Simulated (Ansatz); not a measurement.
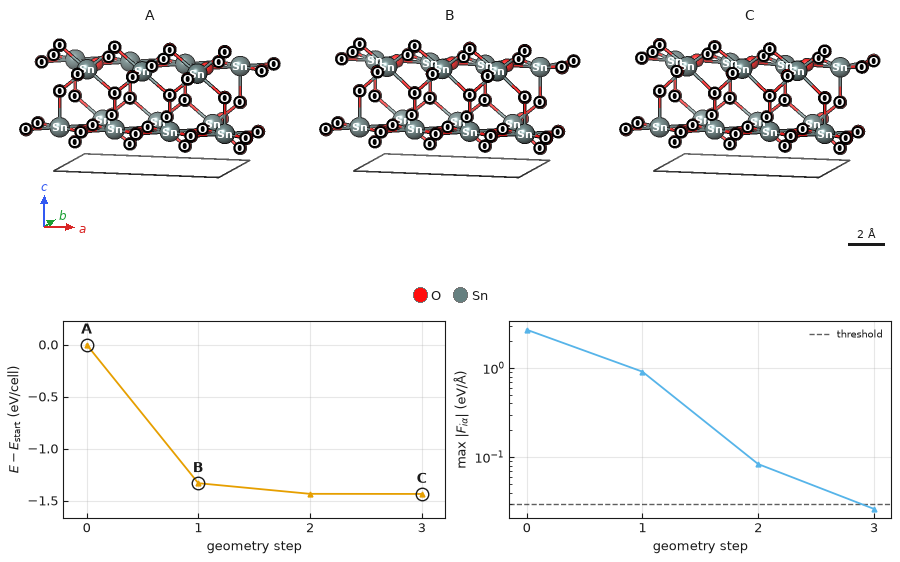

Frames of a constrained relaxation of a slab of composition SnO2 (cut from the P4_2/mnm phase), marked on the history of the run. Style: ball-and-stick. Shown: the cell of the calculation, outlined in the plane, without the vacuum (origin shifted), slightly off an axis.

Case: clean slab, lower planes held. The slab is the (1 1 0) face of SnO2. 18 atoms are held fixed.

Theory: Ansatz, DFT PBE+D3(BJ), scalar-relativistic, plane waves, PAW. Set-up: plane-wave cutoff 420 eV; k-point mesh 2 × 2 × 1; occupations gaussian; smearing width 0.05 eV; no spin polarisation; dipole correction; atoms relaxed in a fixed cell; force threshold 0.03 eV/Å; at most 70 steps.

Q: What happens along the run?

A: The largest moves, 0.21 Å, are those of O atoms. By element the largest moves are O 0.21 Å, Sn 0.16 Å. The cell stays as it was. Among the contacts that change: O–Sn 2.082 → 2.195 Å, O–Sn 2.082 → 2.002 Å, O–Sn 2.076 → 2.130 Å, O–Sn 2.082 → 2.066 Å. Among the angles between lasting bonds that change: O–Sn–O 180.0° → 165.1°, O–Sn–O 90.0° → 97.5°, Sn–O–Sn 101.7° → 94.7°. The energy falls by 1.436 eV per cell of the calculation in 3 geometry steps. Largest force component: 2.7 eV/Å at the start, 0.026 eV/Å at the end. The run took 45 s on 4 threads of AMD EPYC 9R45 96-Core Processor (Zen 5), with other jobs on the host, peak memory 4.8 GiB. From step 0 to 1: O atoms move most (0.17 Å), energy −1.332 eV per cell of the calculation. From step 1 to 3: O atoms move most (0.03 Å), energy −0.103 eV per cell of the calculation.
